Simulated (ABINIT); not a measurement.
**Au: phonon calculation (part 2 of 2)**

The same run, continued: Au (2 atoms in the cell); Kohn-Sham DFT of a periodic cell, LDA, PseudoDojo NC SR LDA v0.4.1 standard, no spin polarisation (ABINIT 10.8.3); cutoff 952.4 eV, 10×10×6 k-mesh, cold smearing of 0.2 eV. The structure derives from a Materials Project entry.

Geometry of the input (Å; fractional positions):
```
2.8155  0.0000  0.0000
-0.0130  2.8202  0.0000
-1.1379  -1.1854  4.9240
Au 0.6729  0.6660  0.2741
Au 0.3271  0.3340  0.7259
```

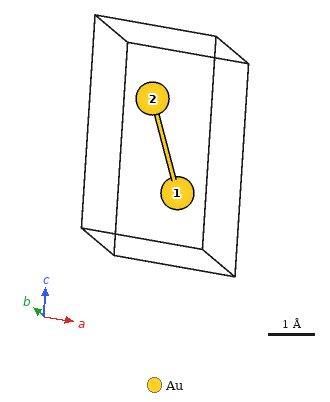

Figure 1. The structure (ball-and-stick view of the cell of the calculation, seen slightly off an axis; atoms are numbered from 1 in the order of the input). An atom can appear more than once, as a periodic image.

Log, continued:
```
 Real(R)+Recip(G) space primitive vectors, cartesian coordinates (Bohr,Bohr^-1):
 R(1)=  5.3205032  0.0000000  0.0000000  G(1)=  0.1879521  0.0008634  0.0436418
 R(2)= -0.0244821  5.3293670  0.0000000  G(2)=  0.0000000  0.1876395  0.0451725
 R(3)= -2.1503036 -2.2401021  9.3050380  G(3)=  0.0000000  0.0000000  0.1074687
 Unit cell volume ucvol=  2.6384356E+02 bohr^3
 Angles (23,13,12)=  1.03141217E+02  1.02662462E+02  9.02632036E+01 degrees
 setup1 : take into account q-point for computing boxcut.

 getcut: wavevector=  0.0000  0.0000  0.0000  ngfft=  30  30  54
         ecut(hartree)=     35.000   => boxcut(ratio)=   2.06788
--------------------------------------------------------------------------------

 ==>  initialize data related to q vector <==

 The list of irreducible perturbations for this q vector is:
    1)    idir= 1    ipert=   1
    2)    idir= 2    ipert=   1
    3)    idir= 3    ipert=   1

================================================================================

 The perturbation idir=   1  ipert=   2 is
 symmetric of a previously calculated perturbation.
 So, its SCF calculation is not needed.

 The perturbation idir=   2  ipert=   2 is
 symmetric of a previously calculated perturbation.
 So, its SCF calculation is not needed.

 The perturbation idir=   3  ipert=   2 is
 symmetric of a previously calculated perturbation.
 So, its SCF calculation is not needed.

--------------------------------------------------------------------------------
 Perturbation wavevector (in red.coord.)   0.000000  0.000000  0.000000
 Perturbation : displacement of atom   1   along direction   1
 The set of symmetries contains only one element for this perturbation.
 symkpt : not enough symmetry to change the number of k points.

--------------------------------------------------------------------------------

--------------------------------------------------------------------------------

 dfpt_looppert : total number of electrons, from k and k+q
  fully or partially occupied states are    3.800000E+01 and    3.800000E+01.
 Initialisation of the first-order wave-functions :
  ireadwf=   0

--- !BeginCycle
iteration_state: {dtset: 2, }
solver: {iscf: 7, nstep: 80, nline: 4, wfoptalg: 0, }
tolerances: {tolvrs: 1.00E-10, }
...

     iter   2DEtotal(Ha)        deltaE(Ha) residm    vres2
-ETOT  1   1.3083885224189     -3.638E+03 3.443E+00 5.858E+02
 ETOT  2  9.24399150592308E-02 -1.216E+00 5.837E-02 6.857E+01
 ETOT  3  5.83678211316965E-02 -3.407E-02 1.598E-03 1.848E-01
 ETOT  4  5.82035360669124E-02 -1.643E-04 1.116E-04 1.698E-02
 ETOT  5  5.82009387946982E-02 -2.597E-06 1.681E-05 1.332E-02
 ETOT  6  5.81971492713365E-02 -3.790E-06 2.068E-06 6.324E-04
 ETOT  7  5.81969552106330E-02 -1.941E-07 4.115E-07 8.791E-06
 ETOT  8  5.81969527895581E-02 -2.421E-09 5.214E-08 8.314E-07
 ETOT  9  5.81969527040656E-02 -8.504E-11 1.014E-08 8.162E-09
 ETOT 10  5.81969526313060E-02 -7.321E-11 1.285E-09 1.568E-09
 ETOT 11  5.81969527204365E-02  8.959E-11 2.481E-10 1.055E-10
 ETOT 12  5.81969525949262E-02 -1.255E-10 3.170E-11 2.228E-12

 At SCF step   12       vres2   =  2.23E-12 < tolvrs=  1.00E-10 =>converged.
================================================================================

 ----iterations are completed or convergence reached----

 Mean square residual over all n,k,spin=   42.881E-16; max=  31.695E-12

 2DEtotal=    0.5819695259E-01 Ha. Also 2DEtotal=    0.158361975540E+01 eV
    (2DErelax=   -3.6397118643E+03 Ha. 2DEnonrelax=    3.6397700613E+03 Ha)
    (  non-var. 2DEtotal :    5.8196717865E-02 Ha)

--------------------------------------------------------------------------------
 Perturbation wavevector (in red.coord.)   0.000000  0.000000  0.000000
 Perturbation : displacement of atom   1   along direction   2
 The set of symmetries contains only one element for this perturbation.
 symkpt : not enough symmetry to change the number of k points.

--------------------------------------------------------------------------------

--------------------------------------------------------------------------------

 dfpt_looppert : total number of electrons, from k and k+q
  fully or partially occupied states are    3.800000E+01 and    3.800000E+01.
 Initialisation of the first-order wave-functions :
  ireadwf=   0

--- !BeginCycle
iteration_state: {dtset: 2, }
solver: {iscf: 7, nstep: 80, nline: 4, wfoptalg: 0, }
tolerances: {tolvrs: 1.00E-10, }
...

     iter   2DEtotal(Ha)        deltaE(Ha) residm    vres2
-ETOT  1   1.3042126033985     -3.652E+03 3.460E+00 5.897E+02
 ETOT  2  8.31142952767436E-02 -1.221E+00 7.045E-02 6.926E+01
 ETOT  3  4.85790724557660E-02 -3.454E-02 1.939E-03 1.829E-01
 ETOT  4  4.84150751155425E-02 -1.640E-04 1.828E-04 2.509E-02
 ETOT  5  4.84133149063268E-02 -1.760E-06 2.037E-05 2.427E-02
 ETOT  6  4.84060968244080E-02 -7.218E-06 3.247E-06 4.406E-04
 ETOT  7  4.84059579904965E-02 -1.388E-07 5.225E-07 1.066E-05
 ETOT  8  4.84059535812662E-02 -4.409E-09 8.524E-08 8.789E-07
 ETOT  9  4.84059531410708E-02 -4.402E-10 1.351E-08 1.754E-07
 ETOT 10  4.84059530169247E-02 -1.241E-10 2.196E-09 6.379E-10
 ETOT 11  4.84059530451191E-02  2.819E-11 3.463E-10 6.628E-11

 At SCF step   11       vres2   =  6.63E-11 < tolvrs=  1.00E-10 =>converged.
================================================================================

 ----iterations are completed or convergence reached----

 Mean square residual over all n,k,spin=   47.391E-15; max=  34.628E-11

 2DEtotal=    0.4840595305E-01 Ha. Also 2DEtotal=    0.131719308492E+01 eV
    (2DErelax=   -3.6535198742E+03 Ha. 2DEnonrelax=    3.6535682801E+03 Ha)
    (  non-var. 2DEtotal :    4.8405364252E-02 Ha)

--------------------------------------------------------------------------------
 Perturbation wavevector (in red.coord.)   0.000000  0.000000  0.000000
 Perturbation : displacement of atom   1   along direction   3
 The set of symmetries contains only one element for this perturbation.
 symkpt : not enough symmetry to change the number of k points.

--------------------------------------------------------------------------------

--------------------------------------------------------------------------------

 dfpt_looppert : total number of electrons, from k and k+q
  fully or partially occupied states are    3.800000E+01 and    3.800000E+01.
 Initialisation of the first-order wave-functions :
  ireadwf=   0

--- !BeginCycle
iteration_state: {dtset: 2, }
solver: {iscf: 7, nstep: 80, nline: 4, wfoptalg: 0, }
tolerances: {tolvrs: 1.00E-10, }
...

     iter   2DEtotal(Ha)        deltaE(Ha) residm    vres2
-ETOT  1   8.7445286017705     -1.368E+04 1.179E+01 2.993E+03
 ETOT  2   4.7406319689530     -4.004E+00 6.057E-02 6.872E+02
 ETOT  3   4.5636907579542     -1.769E-01 1.378E-03 2.799E+00
 ETOT  4   4.5624776937952     -1.213E-03 1.094E-04 1.245E+00
 ETOT  5   4.5620782970332     -3.994E-04 1.559E-05 1.035E-01
 ETOT  6   4.5620530145266     -2.528E-05 9.982E-07 2.006E-02
 ETOT  7   4.5620473392996     -5.675E-06 2.206E-07 6.360E-04
 ETOT  8   4.5620471712214     -1.681E-07 1.865E-08 3.609E-05
 ETOT  9   4.5620471614134     -9.808E-09 4.130E-09 4.750E-07
 ETOT 10   4.5620471612006     -2.128E-10 3.774E-10 9.883E-09
 ETOT 11   4.5620471613315      1.310E-10 8.086E-11 3.628E-10
 ETOT 12   4.5620471611187     -2.128E-10 7.568E-12 1.877E-11

 At SCF step   12       vres2   =  1.88E-11 < tolvrs=  1.00E-10 =>converged.
================================================================================

 ----iterations are completed or convergence reached----

 Mean square residual over all n,k,spin=   13.702E-16; max=  75.681E-13

 2DEtotal=    0.4562047161E+01 Ha. Also 2DEtotal=    0.124139627374E+03 eV
    (2DErelax=   -1.3679247890E+04 Ha. 2DEnonrelax=    1.3683809937E+04 Ha)
    (  non-var. 2DEtotal :    4.5620452610E+00 Ha)

================================================================================

 ---- first-order wavefunction calculations are completed ----

 ==> Compute Derivative Database <==

  Dynamical matrix, in cartesian coordinates,
   if specified in the inputs, asr has been imposed
     j1       j2             matrix element
  dir pert dir pert     real part    imaginary part

   1    1   1    1         0.0020571067        -0.0000000000
   1    1   2    1         0.0009932036        -0.0000000000
   1    1   3    1         0.0079596781        -0.0000000000
   1    1   1    2        -0.0020571067         0.0000000000
   1    1   2    2        -0.0009932036         0.0000000000
   1    1   3    2        -0.0079596781         0.0000000000

   2    1   1    1         0.0009932036        -0.0000000000
   2    1   2    1         0.0017161818        -0.0000000000
   2    1   3    1         0.0064700596         0.0000000000
   2    1   1    2        -0.0009932036         0.0000000000
   2    1   2    2        -0.0017161818         0.0000000000
   2    1   3    2        -0.0064700596        -0.0000000000

   3    1   1    1         0.0079596781        -0.0000000000
   3    1   2    1         0.0064700596         0.0000000000
   3    1   3    1         0.0591645251         0.0000000000
   3    1   1    2        -0.0079596781         0.0000000000
   3    1   2    2        -0.0064700596        -0.0000000000
   3    1   3    2        -0.0591645251        -0.0000000000

   1    2   1    1        -0.0020571067        -0.0000000000
   1    2   2    1        -0.0009932036        -0.0000000000
   1    2   3    1        -0.0079596781        -0.0000000000
   1    2   1    2         0.0020571067         0.0000000000
   1    2   2    2         0.0009932036         0.0000000000
   1    2   3    2         0.0079596781         0.0000000000

   2    2   1    1        -0.0009932036        -0.0000000000
   2    2   2    1        -0.0017161818        -0.0000000000
   2    2   3    1        -0.0064700596         0.0000000000
   2    2   1    2         0.0009932036         0.0000000000
   2    2   2    2         0.0017161818         0.0000000000
   2    2   3    2         0.0064700596        -0.0000000000

   3    2   1    1        -0.0079596781        -0.0000000000
   3    2   2    1        -0.0064700596         0.0000000000
   3    2   3    1        -0.0591645251         0.0000000000
   3    2   1    2         0.0079596781         0.0000000000
   3    2   2    2         0.0064700596        -0.0000000000
   3    2   3    2         0.0591645251        -0.0000000000

  Phonon wavevector (reduced coordinates) :  0.00000  0.00000  0.00000
 Phonon energies in Hartree :
   0.000000E+00  0.000000E+00  0.000000E+00  6.975531E-05  7.785707E-05
   5.827985E-04
 Phonon frequencies in cm-1    :
   0.000000E+00  0.000000E+00  0.000000E+00  1.530952E+01  1.708765E+01
   1.279095E+02

== END DATASET(S) ==============================================================
================================================================================

 -outvars: echo values of variables after computation  --------
            acell      1.8897261259E+00  1.8897261259E+00  1.8897261259E+00 Bohr
           etotal1    -2.9509260827E+02
           etotal2     4.5620471611E+00
            fcart1     3.1295375378E-04  2.7613604577E-04  2.9973338893E-03
                      -3.1295375378E-04 -2.7613604577E-04 -2.9973338893E-03
            fcart2     0.0000000000E+00  0.0000000000E+00  0.0000000000E+00
                       0.0000000000E+00  0.0000000000E+00  0.0000000000E+00
            rprim      2.8154890579E+00  0.0000000000E+00  0.0000000000E+00
                      -1.2955346900E-02  2.8201795887E+00  0.0000000000E+00
                      -1.1378916452E+00 -1.1854109603E+00  4.9240140333E+00
           strten1     4.4019176224E-04  4.4694423864E-04  3.7388951257E-04
                      -5.8904682580E-06 -9.6974371747E-06 -8.0485871492E-06
           strten2     0.0000000000E+00  0.0000000000E+00  0.0000000000E+00
                       0.0000000000E+00  0.0000000000E+00  0.0000000000E+00
           xangst      1.5739629349E+00  1.5532646385E+00  1.3494506659E+00
                       9.0679130881E-02  8.1503989875E-02  3.5745633674E+00
             xred      6.7286200000E-01  6.6596200000E-01  2.7405500000E-01
                       3.2713800000E-01  3.3403800000E-01  7.2594500000E-01
 Calculation completed.
```

File anaddb.abo:
```
.Version 10.8.3 of ANADDB
================================================================================

 -outvars_anaddb: echo values of input variables ----------------------

 Miscellaneous information :
       eivec         1
         asr         1
      chneut         0
 First list of wavevector (reduced coord.) :
       nph1l         1
       qph1l
                     0.00000000E+00  0.00000000E+00  0.00000000E+00    1.000E+00

================================================================================

 read the DDB information and perform some checks

  ==== Info on the Cryst% object ====
 Real(R)+Recip(G) space primitive vectors, cartesian coordinates (Bohr,Bohr^-1):
 R(1)=  5.3205032  0.0000000  0.0000000  G(1)=  0.1879521  0.0008634  0.0436418
 R(2)= -0.0244821  5.3293670  0.0000000  G(2)=  0.0000000  0.1876395  0.0451725
 R(3)= -2.1503036 -2.2401021  9.3050380  G(3)=  0.0000000  0.0000000  0.1074687
 Unit cell volume ucvol=  2.6384356E+02 bohr^3
 Angles (23,13,12)=  1.03141217E+02  1.02662462E+02  9.02632036E+01 degrees
 Time-reversal symmetry is present
 Reduced atomic positions [iatom, xred, symbol]:
    1)    0.6728620  0.6659620  0.2740550  Au
    2)    0.3271380  0.3340380  0.7259450  Au

 DDB file with 3 blocks has been read.

================================================================================

 Treat the first list of vectors

  Phonon wavevector (reduced coordinates) :  0.00000  0.00000  0.00000
 Phonon energies in Hartree :
   0.000000E+00  0.000000E+00  0.000000E+00  6.975531E-05  7.785707E-05
   5.827985E-04
 Phonon frequencies in cm-1    :
   0.000000E+00  0.000000E+00  0.000000E+00  1.530952E+01  1.708765E+01
   1.279095E+02

 Eigendisplacements
 (will be given, for each mode : in cartesian coordinates
   for each atom the real part of the displacement vector,
   then the imaginary part of the displacement vector - absolute values smaller than 1.0d-7 are set to zero)
  Mode number    1   Energy    0.000000E+00
 Attention : low frequency mode.
   (Could be unstable or acoustic mode)
   1  0.00000000E+00  0.00000000E+00 -1.18007259E-03
      0.00000000E+00  0.00000000E+00  0.00000000E+00
   2  0.00000000E+00  0.00000000E+00 -1.18007259E-03
      0.00000000E+00  0.00000000E+00  0.00000000E+00
  Mode number    2   Energy    0.000000E+00
 Attention : low frequency mode.
   (Could be unstable or acoustic mode)
   1  0.00000000E+00  1.18007259E-03  0.00000000E+00
      0.00000000E+00  0.00000000E+00  0.00000000E+00
   2  0.00000000E+00  1.18007259E-03  0.00000000E+00
      0.00000000E+00  0.00000000E+00  0.00000000E+00
  Mode number    3   Energy    0.000000E+00
 Attention : low frequency mode.
   (Could be unstable or acoustic mode)
   1  1.18007259E-03  0.00000000E+00  0.00000000E+00
      0.00000000E+00  0.00000000E+00  0.00000000E+00
   2  1.18007259E-03  0.00000000E+00  0.00000000E+00
      0.00000000E+00  0.00000000E+00  0.00000000E+00
  Mode number    4   Energy    6.975531E-05
   1  8.84996156E-04 -7.79857422E-04 -3.42859212E-05
      0.00000000E+00  0.00000000E+00  0.00000000E+00
   2 -8.84996156E-04  7.79857422E-04  3.42859212E-05
      0.00000000E+00  0.00000000E+00  0.00000000E+00
  Mode number    5   Energy    7.785707E-05
   1  7.64209334E-04  8.76134431E-04 -2.02345919E-04
      0.00000000E+00  0.00000000E+00  0.00000000E+00
   2 -7.64209334E-04 -8.76134431E-04  2.02345919E-04
      0.00000000E+00  0.00000000E+00  0.00000000E+00
  Mode number    6   Energy    5.827985E-04
   1  1.59176685E-04  1.29546047E-04  1.16208946E-03
      0.00000000E+00  0.00000000E+00  0.00000000E+00
   2 -1.59176685E-04 -1.29546047E-04 -1.16208946E-03
      0.00000000E+00  0.00000000E+00  0.00000000E+00

 Analysis of degeneracies and characters (maximum tolerance=1.00E-06 a.u.)
 For each vibration mode, or group of modes if degenerate,
 the characters are given for each symmetry operation (see the list in the log file).
 Symmetry characters of vibration mode #   1
       degenerate with vibration modes #   2 to    3
  3.0 -3.0
 Symmetry characters of vibration mode #   4
  1.0  1.0
 Symmetry characters of vibration mode #   5
  1.0  1.0
 Symmetry characters of vibration mode #   6
  1.0  1.0

================================================================================

 anaddb : the run completed successfully.
```

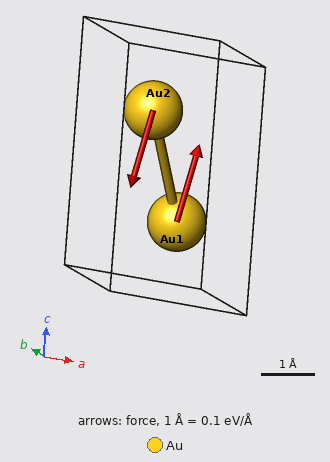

Figure 2. Forces on the atoms as red arrows (ball-and-stick view of the cell of the calculation, seen slightly off an axis; atoms are numbered from 1 in the order of the input). The largest act on Au1, Au2 (0.16 eV/Å). The geometry is not a stationary point of this energy.

Key numbers:

```csv
quantity,value
outcome,converged
space group (tolerance 0.01 Å),P-1 (2)
electrons treated,38
free energy,−8029.8789 eV
Fermi energy,9.886 eV
gap on the k-point mesh,none (metallic)
pressure,−12.37 GPa
largest force (length of the vector),0.156 eV/Å
hardware,"4 threads of Arm Neoverse V1, 24 GiB of memory available, shared host"
wall time,13 min (CPU time 52 min)
peak memory,1.3 GiB
```

Remarks:

Points of doubt noted for this run: atoms not at rest. Spin–orbit coupling is left out, which matters for Au. The cell is under a tension of 12.4 GPa at this level, so it is not at its equilibrium volume.
